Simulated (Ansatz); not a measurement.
ZrSiO4 and related structures: several calculations on one system

## 1. Relaxation

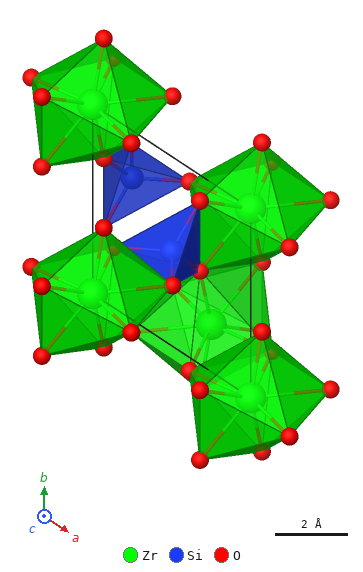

Starting structure of crystalline ZrSiO$_{4}$ (set up in I4_1/amd). Style: polyhedral. Shown: the cell of the calculation, along the c axis.

The calculation used Ansatz 0.2.0, DFT PBE, scalar-relativistic, plane waves, PAW.

Input
```yaml
crystal:
  lattice:
    - [-3.3099207021, 3.3099207021, 2.9976661022]
    - [3.3099207021, -3.3099207021, 2.9976661022]
    - [3.3099207021, 3.3099207021, -2.9976661022]
  atoms:
    - { symbol: Zr, position: [0.0, 0.0, 0.0] }
    - { symbol: Zr, position: [0.75, 0.25, 0.5] }
    - { symbol: Si, position: [0.5, 0.5, 0.0] }
    - { symbol: Si, position: [0.25, 0.75, 0.5] }
    - { symbol: O, position: [0.13667733, 0.32070008, 0.81597725] }
    - { symbol: O, position: [0.07070008, 0.75472283, 0.68402275] }
    - { symbol: O, position: [0.07070008, 0.38667733, 0.31597725] }
    - { symbol: O, position: [0.50472283, 0.32070008, 0.18402275] }
    - { symbol: O, position: [0.67929992, 0.49527717, 0.81597725] }
    - { symbol: O, position: [0.61332267, 0.92929992, 0.68402275] }
    - { symbol: O, position: [0.24527717, 0.92929992, 0.31597725] }
    - { symbol: O, position: [0.67929992, 0.86332267, 0.18402275] }
basis:
  ecutwfc: 420
kpoints:
  mp_grid: { grid: [6, 6, 6] }
hamiltonian:
  xc: pbe
scf:
  occupations: { method: gaussian, width: 0.02 }
output:
  forces: true
  stress: true
  eigenvalues: true
  write_density: true
  write_potential: true
  elf: true
  volumetric_format: npy
relax:
  adjacent_minimum: "off"
  f_tol: 0.005
  max_steps: 80
  cell: { stress_tol: 0.05 }
```

Run as
```bash
ansatz run input.yaml --threads 4 --pin off --max-ram 10240MiB --backend cpu --events-out ev --progress --plain --runs-dir out
```

**Where does the relaxation end?**

The largest moves relative to the cell, 0.006 Å, are those of 8 atoms (O5, O6, O7, O8 and others). O8 goes roughly along [−3 −2 0]. Zr and Si stay in place. The volume changes by +2.2 %, with a = b = c 5.559 → 5.600 Å (+0.8 %), γ 114.7° → 114.9°. Near-neighbour distances that change, for instance: Zr1–O10 2.134 → 2.153 Å, Si3–O12 1.625 → 1.639 Å, Zr1–O12 2.276 → 2.283 Å. The space group stays I4_1/amd (No. 141). The energy falls by 4.1 meV per atom in 7 accepted moves (9 points after the start). Largest force component: 0.25 eV/Å at the start, 0.00023 eV/Å at the end. Pressure: 5.17 GPa at the start and 0.00 GPa at the end. At 2 points the geometry stayed and the basis and grid were re-selected for the new cell (energy shift of 1.1 meV per atom at most each time). Cost: 40 s on 4 threads of Arm Neoverse V1, on a shared host, peak memory 0.61 GiB.

Step by step:

```csv
step,"E − E(0), meV/atom","largest force component, eV/Å","pressure, GPa","volume, Å³/atom",note
0,0.00,0.2466,5.17,10.947,
1,-2.26,0.2368,0.87,11.156,
2,-2.93,0.0338,0.07,11.176,
3,-2.96,0.0163,0.00,11.178,
4,-2.97,0.0078,-0.02,11.179,
5,-2.97,0.0038,-0.01,11.180,
6,-2.97,0.0000,0.00,11.180,
7,-4.08,0.0008,0.18,11.180,"same geometry, new basis"
8,-4.04,0.0002,0.00,11.191,
9,-4.09,0.0002,0.00,11.191,"same geometry, new basis"
```

After the run, drawn alike:

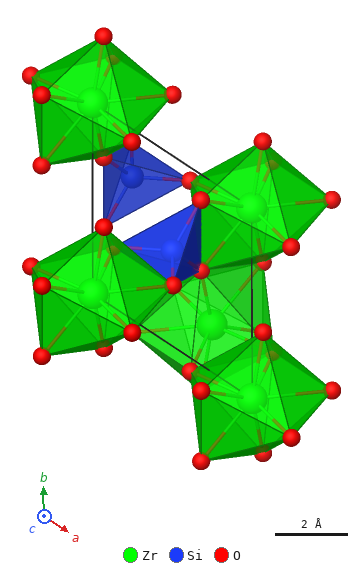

## 2. Relaxation

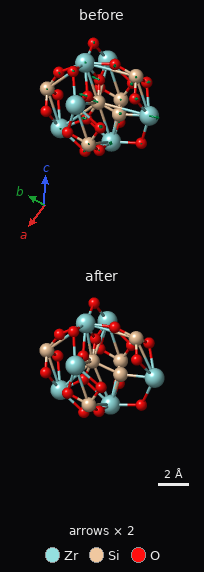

The structure of a defect cell of composition Zr₈Si₉O₃₁ before (top) and after (bottom) a relaxation, at one scale. The green arrows give the displacements, magnified 2 times.

A ball-and-stick model of the atoms within 4.2 Å of the atom that moves most (axes of the cell of the calculation (origin shifted)), seen from a free direction.

Case: Si on a O site (h), charge +0, atoms relaxed at the host's cell.

These are results of DFT PBE, scalar-relativistic, plane waves, PAW in Ansatz 0.2.0, not measurements. (plane-wave cutoff 420 eV; k-point mesh 2 × 2 × 2; occupations gaussian; smearing width 0.01 eV; mesh shifted by (0.5, 0.5, 0.5); no spin polarisation; atoms relaxed in a fixed cell; force threshold 0.025 eV/Å; at most 45 steps)

**Describe what moved and what it gained.**

After 7 geometry steps the energy has fallen by 7.912 eV per cell of the calculation. Largest force component: 20 eV/Å at the start, 0.0086 eV/Å at the end. The atom that moves furthest is a Si atom (0.42 Å roughly along [1 1 1]). By element the largest moves are Si 0.42 Å, Zr 0.39 Å, O 0.31 Å. The cell stays as it was. Near-neighbour distances that change, for instance: Si–Zr 3.663 → 4.471 Å, Si–Si 1.639 → 2.122 Å, Si–Zr 3.012 → 3.373 Å, Zr–Zr 3.663 → 3.318 Å. Bond angles that change, for instance: Zr–Si–O 131.5° → 147.9°, Zr–Si–Si 131.5° → 117.9°, Zr–Si–Zr 180.0° → 167.1°. Cost: 2.9 min on 4 threads of Arm Neoverse V1, with other jobs on the host, peak memory 1.9 GiB.

## 3. Defect

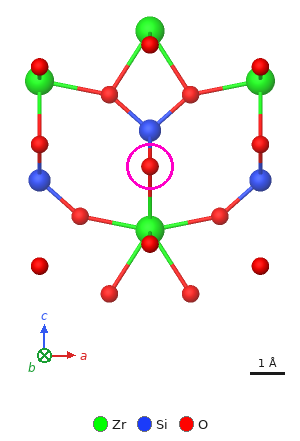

Perfect ZrSiO$_{4}$. A ball-and-stick model of the atoms within 4.6 Å of one point, in a slice 3.4 Å thick across the line of sight, seen along the b axis.

Computed with DFT PBE, scalar-relativistic, plane waves, PAW (Ansatz). Set-up: plane-wave cutoff 420 eV; k-point mesh 2 × 2 × 2; occupations gaussian; smearing width 0.01 eV; mesh shifted by (0.5, 0.5, 0.5); no spin polarisation. The cell is small and the k-mesh coarse, so the numbers are rough. A uniform background neutralises the charged cell. The axes drawn are those of the host's conventional cell.

An oxygen atom is replaced by silicon at the ringed place, in charge state −2. The supercell has 48 sites, and the atoms are relaxed at the host's cell.

Predict the relaxed surroundings of the defect.

In the host the O atom has 1 Si at 1.64 Å; the Si atom ends with 1 Si at 2.04 Å, 1 Zr at 2.33 Å. Of the host's atoms, a silicon atom moves furthest from its site, by 0.38 Å. The Si atom itself moves 0.17 Å from where it was put.

The relaxed defect, seen from the same direction:

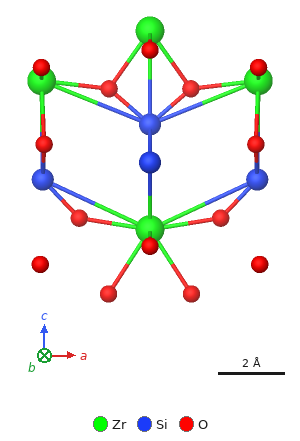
